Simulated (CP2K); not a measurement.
System: C, space group C2/m (No. 12).

The given structure:
```
CELL_PARAMETERS angstrom
2.45645 0.00000 0.00000
1.22812 2.12742 0.00000
-1.19429 -0.68957 3.50283
ATOMIC_POSITIONS crystal
C 0.16664 0.16664 0.99991
C 0.83336 0.83336 0.00009
```

Calculation (CP2K 2026.2): DFT in Gaussian orbitals with a plane-wave density, no spin polarisation; energies at scaled volumes of the given cell, shape and fractions fixed, counted from the fit's minimum, third-order Birch-Murnaghan fit. Level: PBE.

- k mesh: 13×13×8
- occupations: Fermi–Dirac
- smearing width: 0.05 eV
- potentials: GTH PBE with UZH TZVP basis
- density cutoff: 6123 eV
- program settings: ngrids 4, basis sets C TZVP-MOLOPT-PBE-GTH-q4, cutoff ry 450 Ry, rel cutoff ry 60 Ry

What does the calculation give for the energy and pressure against volume? The volume takes the values 8.6036, 8.7866, 8.9697, 9.1527, 9.3358, 9.5188, 9.7019 Å³/atom.

A third-order Birch–Murnaghan fit gives V0 = 9.32 Å³/atom, B0 = 260 GPa and B′ = 3.5. The energy is 50.50 meV/atom at volume 8.6036 Å³/atom and 11.89 meV/atom at 9.7019 Å³/atom; the lowest computed point is at volume 9.3358 Å³/atom (0.02 meV/atom), in a single well. The pressure falls from 23.96 GPa at volume 8.6036 Å³/atom to −9.69 GPa at 9.7019 Å³/atom, and changes sign near 9.32 Å³/atom.

| volume (Å³/atom) | energy (meV/atom) | pressure (GPa) |
| --- | --- | --- |
| 8.6036 | 50.50 | 23.96 |
| 8.7866 | 27.15 | 17.02 |
| 8.9697 | 11.38 | 10.68 |
| 9.1527 | 2.53 | 4.88 |
| 9.3358 | 0.02 | −0.42 |
| 9.5188 | 3.31 | −5.26 |
| 9.7019 | 11.89 | −9.69 |

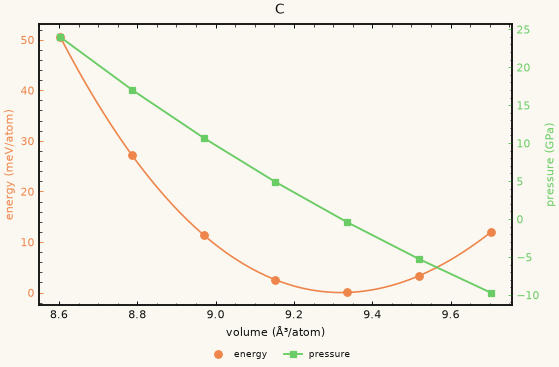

Keep in mind: shape and atomic fractions are frozen while scaling, which makes layered, chain and framework solids too stiff.
